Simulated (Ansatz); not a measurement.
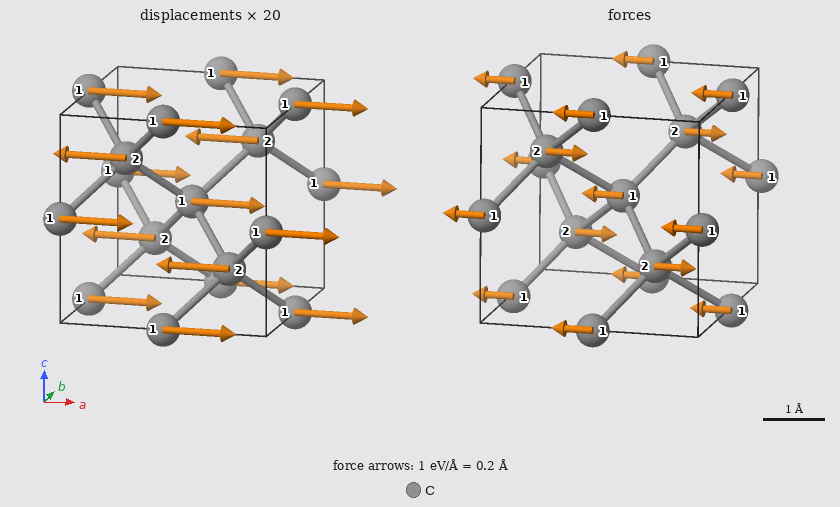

Left: a crystal of C (set up in Fd-3m) in its unrelaxed database cell, with orange arrows for the displacements applied to it (without the part that the change of the cell carries along). Right: the displaced structure with the computed forces. Besides, the cell is strained by +5.7 % along a, +5.0 % along [0 1 1], +1.0 % along [0 1 −1] (volume +12.0 %). Style: ball-and-stick. Shown: the conventional cell (4 times the calculation's cell), slightly off an axis. Lengths and directions refer to the drawn axes.

Computed with DFT PBE, scalar-relativistic, plane waves, PAW (Ansatz). (plane-wave cutoff 420 eV; k-point mesh 12 × 12 × 12; occupations gaussian; smearing width 0.02 eV; no spin polarisation)

Where do the forces point?

Atoms are displaced by 0.06 Å relative to the cell: C2 0.06 Å along −a. No relaxation follows. Some distances before and after: C–C 1.544 → 1.555 to 1.663 Å. The space group (tolerance 0.01 Å) goes from Fd-3m (No. 227) to Imma (No. 74). Energy change: +227 meV per atom. The pressure goes from 1.8 to −36.6 GPa. The principal stresses (compression positive) are −7.0 GPa along [0 1 −1], −50.2 GPa along [0 1 1], −52.6 GPa along a. The largest forces, 3.6 eV/Å, act on C1 and C2; on C1 it points along −a. The forces point straight back along the displacements (cosine −1.00). The gap on the k-mesh: 4.16 eV before, 1.58 eV after.
